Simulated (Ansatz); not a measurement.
**Single-point calculation of AlN (part 2 of 2)**

AlN (slab, 32 atoms in the cell); DFT PBE, scalar-relativistic, plane waves, PAW, PAW set soft_1, no spin polarisation (Ansatz 0.2.0); cutoff 420 eV, 6×6×1 k-mesh, Gaussian smearing of 0.05 eV. The structure derives from an entry of the Crystallography Open Database.

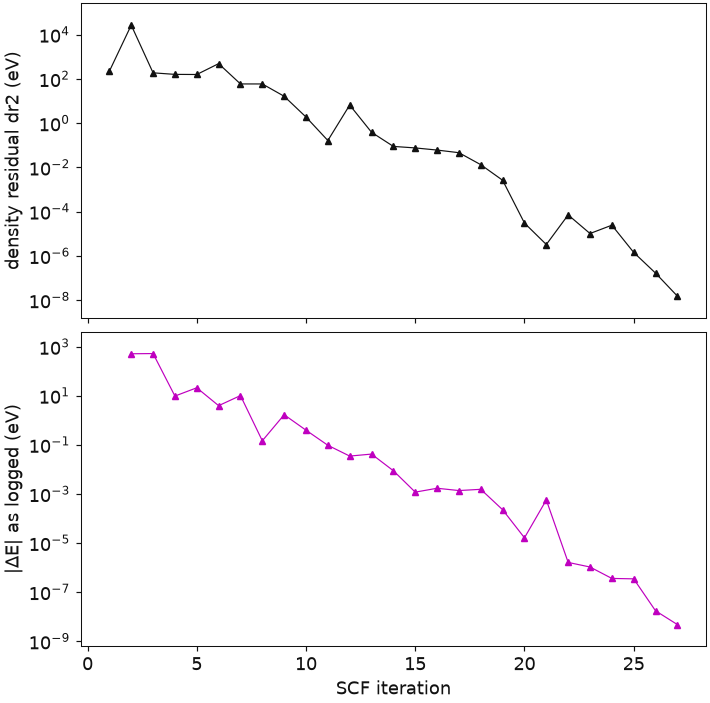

Convergence of the self-consistent field: density residual dr2 and size of the energy change against the SCF iteration. The residual falls unevenly and jumps up by a factor of two or more 5 times on the way down.

```
SCF converged after 27 iterations
Free energy (F): -14772.765475 eV
Harris-Foulkes:  -14772.765475 eV  (|F-HF|=2.42e-8)
Internal energy: -14772.741446 eV  (E = F + TS)
E sigma→0 (E₀):  -14772.753460 eV
Entropy (-TS):   -0.024029 eV (-0.751 meV/atom)
Fermi energy:    0.457704 eV
Dipole field:    D = 0.154213 V/Å  (p = 0.681373 e·Å, saw-weighted, corrected)
Work function:   Φ+ = 4.0361 eV   Φ− = 7.6697 eV
Levels:          The Fermi level and band energies are counted from a zero that moves with the ramp; work functions are not
--- Per-component energies (eV) ---
  E_band       = -816.432405
  E_kinetic    = 2467.113784
  E_local      = -61092.111298  (includes V_loc(G=0)·N_el)
  E_nonlocal   = 715.141961
  E_hartree    = 29580.931201
  E_xc         = -1567.550405
  E_vxc        = -1688.634144  (∫ρ·V_xc dr)
  E_paw        = -9561.078140  (= ΣΔE_a)
  E_vpaw       = -380.753205  (= ΣTr[D̂ρ^β])
  E_aug_tail   = 0.013827  (compensation charges beyond the density's cutoff)
  E_efield     = 0.052538  (sawtooth field / dipole correction)
  E_vefield    = 0.938923  (∫n·V_field dr)
  E_ewald      = 24684.745086
  E_smearing   = -0.024029  (= −TS)
  E_closure    = -0.000000  (closes the sum)
  Σ components = -14772.765475   (vs F -14772.765475, Δ=0.00e0)
--- Forces (eV/Å), atoms counted from 1 ---
  atom   1  N      0.00000000    -0.00000000     2.09289911
  atom   2  N      0.00000000    -0.00000000     2.09289911
  atom   3  N      0.00000000    -0.00000000     2.09289911
  atom   4  N     -0.00000000    -0.00000000     2.09289911
  atom   5  Al     0.00000000     0.00000000    -2.72427287
  atom   6  Al    -0.00000000     0.00000000    -2.72427287
  atom   7  Al     0.00000000     0.00000000    -2.72427287
  atom   8  Al     0.00000000     0.00000000    -2.72427287
  atom   9  N     -0.00000000     0.00000000     1.95962155
  atom  10  N      0.00000000     0.00000000     1.95962155
  atom  11  N      0.00000000     0.00000000     1.95962155
  atom  12  N     -0.00000000     0.00000000     1.95962155
  atom  13  Al    -0.00000000    -0.00000000    -1.35538279
  atom  14  Al    -0.00000000    -0.00000000    -1.35538279
  atom  15  Al     0.00000000    -0.00000000    -1.35538279
  atom  16  Al     0.00000000    -0.00000000    -1.35538279
  atom  17  N      0.00000000    -0.00000000    -0.02904763
  atom  18  N      0.00000000    -0.00000000    -0.02904763
  atom  19  N      0.00000000    -0.00000000    -0.02904763
  atom  20  N      0.00000000    -0.00000000    -0.02904763
  atom  21  Al    -0.00000000     0.00000000     0.02629767
  atom  22  Al     0.00000000     0.00000000     0.02629767
  atom  23  Al     0.00000000     0.00000000     0.02629767
  atom  24  Al    -0.00000000     0.00000000     0.02629767
  atom  25  N      0.00000000     0.00000000    -0.01093214
  atom  26  N      0.00000000     0.00000000    -0.01093214
  atom  27  N     -0.00000000     0.00000000    -0.01093214
  atom  28  N     -0.00000000     0.00000000    -0.01093214
  atom  29  Al    -0.00000000    -0.00000000     0.04080867
  atom  30  Al    -0.00000000    -0.00000000     0.04080867
  atom  31  Al    -0.00000000    -0.00000000     0.04080867
  atom  32  Al    -0.00000000    -0.00000000     0.04080867
  max |Σ_I F_I| component: 3.38e-5 eV/Å
--- Band table (eV; the first three rows and the last of 7) ---
  k-point 0: bands = ["-17.3121", "-16.2636", "-15.6868", "-15.6868", "-15.6868", "-15.0646", "-15.0646", "-15.0646", "-15.0123", "-13.7569", "-13.7569", "-13.7569", "-12.6492", "-11.4856", "-11.4856", "-11.4856", "-8.1378", "-8.1378", "-8.1378", "-7.5411", "-7.4637", "-7.4637", "-7.4637", "-6.1086", "-6.1086", "-6.1086", "-5.5803", "-5.0019", "-5.0019", "-5.0019", "-4.5492", "-4.5492", "-4.5492", "-4.0785", "-4.0785", "-4.0785", "-3.7945", "-3.7945", "-3.7945", "-3.7036", "-3.7036", "-3.7036", "-3.5692", "-3.5692", "-3.4715", "-2.9307", "-2.9307", "-2.3543", "-2.3543", "-2.3543", "-2.3212", "-2.3212", "-2.3212", "-1.5001", "-1.5001", "-0.7071", "-0.1759", "-0.1759", "-0.1759", "-0.0920", "0.3198", "0.3198", "0.3198", "0.5880", "0.5880", "1.1279", "1.1279", "1.1279", "2.6168", "2.6168", "2.6168", "2.9258", "3.6805", "3.6805", "3.6805", "3.7804", "4.1983", "4.1984", "4.1984", "4.5870", "5.0105", "5.6387", "5.6387", "5.6387", "6.0844", "6.0844", "6.0844", "6.2256", "6.8411", "7.3276", "7.3276", "7.3276", "7.6847", "7.6847", "7.6847", "7.9738"]
  k-point 1: bands = ["-17.2310", "-16.1934", "-15.8461", "-15.6986", "-15.6986", "-15.1485", "-15.0647", "-15.0647", "-14.9431", "-13.8613", "-13.7603", "-13.7603", "-12.5830", "-11.5776", "-11.4874", "-11.4874", "-8.0046", "-8.0046", "-7.8978", "-7.4505", "-7.3454", "-7.3454", "-7.2505", "-6.0107", "-6.0107", "-5.9641", "-5.5676", "-5.1891", "-5.0427", "-5.0427", "-4.8420", "-4.8420", "-4.4938", "-4.1105", "-4.1105", "-4.0331", "-4.0092", "-3.8455", "-3.8455", "-3.7102", "-3.7102", "-3.6564", "-3.6486", "-3.6446", "-3.4854", "-3.1262", "-2.9867", "-2.6273", "-2.6273", "-2.3041", "-2.2590", "-2.2465", "-2.2465", "-1.9075", "-1.5659", "-0.4851", "-0.4099", "-0.4099", "-0.1300", "-0.0627", "0.2596", "0.3094", "0.3723", "0.3723", "0.5306", "0.9751", "1.1747", "1.1747", "2.8739", "2.9320", "2.9320", "3.1781", "3.8311", "3.9056", "3.9056", "4.0129", "4.3278", "4.3770", "4.3770", "4.7768", "5.3180", "5.8136", "5.8136", "5.8227", "6.2162", "6.3094", "6.3249", "6.3249", "7.0656", "7.1237", "7.1764", "7.1764", "7.5654", "7.6225", "7.7057", "7.7057"]
  k-point 2: bands = ["-16.9966", "-16.2186", "-15.9941", "-15.7216", "-15.7216", "-15.3871", "-15.0656", "-15.0656", "-14.7454", "-14.1269", "-13.7669", "-13.7669", "-12.3948", "-11.8172", "-11.4911", "-11.4911", "-7.6527", "-7.6527", "-7.2441", "-7.1917", "-7.0707", "-7.0707", "-6.7801", "-5.9345", "-5.8831", "-5.8831", "-5.6850", "-5.3638", "-5.3638", "-5.0463", "-5.0463", "-5.0297", "-4.8147", "-4.5582", "-4.5582", "-4.3365", "-4.0761", "-4.0447", "-3.8525", "-3.7971", "-3.7971", "-3.5856", "-3.5856", "-3.5241", "-3.3045", "-3.2414", "-3.1372", "-3.1129", "-3.1129", "-2.6117", "-2.1627", "-2.1230", "-2.1230", "-2.0195", "-1.7383", "-0.9088", "-0.9088", "-0.6076", "-0.1157", "-0.0014", "0.1008", "0.2647", "0.3791", "0.4572", "0.4572", "0.6498", "1.2744", "1.2744", "3.4448", "3.6245", "3.6245", "3.7125", "4.2097", "4.2097", "4.2282", "4.4391", "4.7944", "4.8885", "4.8885", "5.1671", "5.8329", "5.8420", "6.0784", "6.0784", "6.4655", "6.4815", "6.5555", "6.5555", "6.8808", "6.8838", "7.0234", "7.0234", "7.1936", "7.2918", "7.3880", "7.3880"]
  k-point 6: bands = ["-16.4429", "-16.4429", "-16.4429", "-15.5491", "-15.5491", "-15.5491", "-15.4417", "-14.9130", "-14.2965", "-14.2965", "-14.2965", "-13.5742", "-11.9730", "-11.9730", "-11.9730", "-11.3186", "-7.1161", "-7.0088", "-6.6914", "-6.6914", "-6.6914", "-6.6679", "-6.5165", "-6.5165", "-6.5165", "-5.9057", "-5.8289", "-5.8289", "-5.8289", "-5.2891", "-4.5791", "-4.5462", "-4.5462", "-4.5462", "-4.5234", "-4.5234", "-4.5234", "-4.4432", "-4.1316", "-4.1316", "-4.1316", "-3.6372", "-3.6372", "-3.6372", "-3.4913", "-3.4778", "-2.9242", "-2.9242", "-2.9242", "-2.5309", "-2.5309", "-2.5309", "-2.2534", "-1.6854", "-1.5307", "-1.5307", "-1.5307", "-0.2691", "-0.2691", "-0.2691", "0.2890", "0.2890", "0.2890", "0.5020", "0.5020", "0.5020", "0.5843", "2.0568", "3.0022", "4.3596", "4.3596", "4.3596", "4.5157", "4.9967", "4.9967", "4.9967", "5.4216", "5.4216", "5.4216", "5.6624", "5.7100", "5.7100", "5.7100", "5.7172", "6.3648", "6.5589", "6.5589", "6.5589", "6.7647", "6.8199", "6.8199", "6.8199", "7.1750", "7.1750", "7.1750", "7.2838"]
```

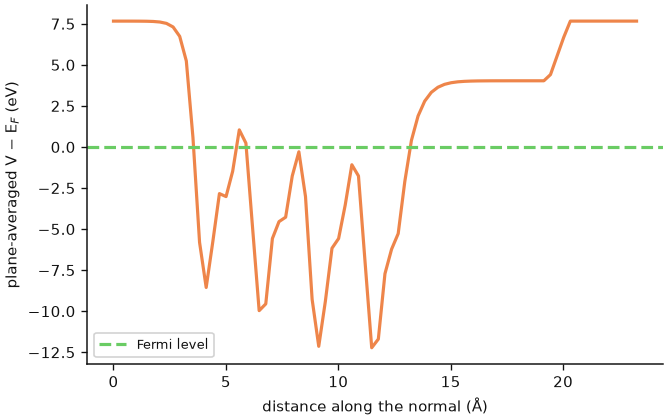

Plane average of the electrostatic potential energy of an electron across the cell, from the Fermi level. The vacuum level lies 4.04 eV above the Fermi level on the upper side and 7.67 eV on the lower.

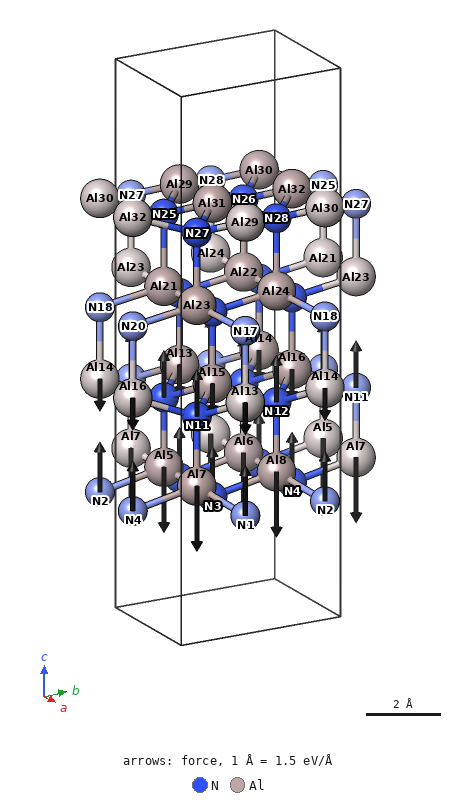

Forces on the atoms as black arrows (ball-and-stick view of the cell of the calculation, with the vacuum cut short, seen slightly off an axis; neighbours outside the cell are drawn fainter; atoms are numbered from 1 in the order of the input); the smallest are left out. The largest act on Al5, Al6, Al7, Al8 (2.72 eV/Å); N1, N2, N3, N4 (2.09 eV/Å); N9, N10, N11, N12 (1.96 eV/Å); Al13, Al14, Al15, Al16 (1.36 eV/Å). The geometry is not a stationary point of this energy.

Results in brief:

```csv
quantity,value
outcome,converged
electrons treated,128
free energy,−14772.7655 eV
"work function, top face",4.04 eV
"work function, bottom face",7.67 eV
Fermi energy,0.458 eV
gap on the k-point mesh,none (metallic)
work function (upper face),4.04 eV
largest force (length of the vector),2.724 eV/Å
wall time,30 s (CPU time 1.9 min)
peak memory,1.8 GiB
```
